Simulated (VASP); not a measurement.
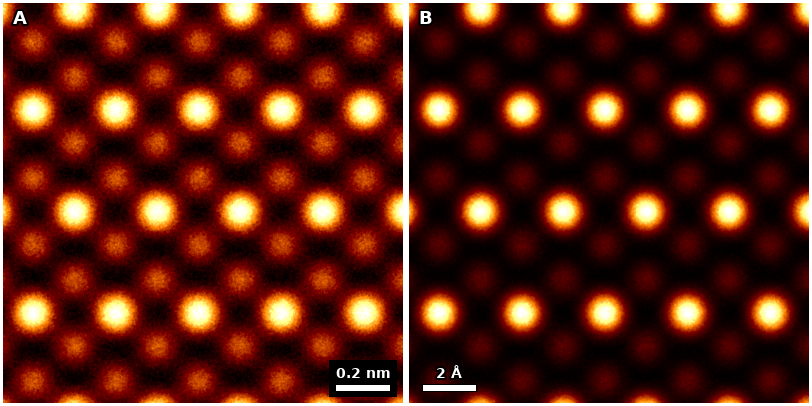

Two simulated images of the same area of Si2Mo (I4/mmm, No. 139) along [100], with a probe of 1.10 Å. One is incoherent Z contrast (Z^1.6 per atom), the other the projected potential of neutral atoms blurred by the probe (iDPC-like, thin sample). Brightness is counted from the darkest point of the image. Shot noise was added. Atomic positions: the end point of a relaxation with VASP Kohn-Sham DFT of a periodic cell, PBEsol with ULG, VASP PAW PBE potentials, recommended in VASP.

### Which panel is which, and how can one tell?

B is the Z-contrast image and A the potential image. The columns of 1 Si per repeat reach about 16 % of the brightest peak (1 Mo) in B but about 40 % in A, mainly since the potential grows much more slowly with atomic number.
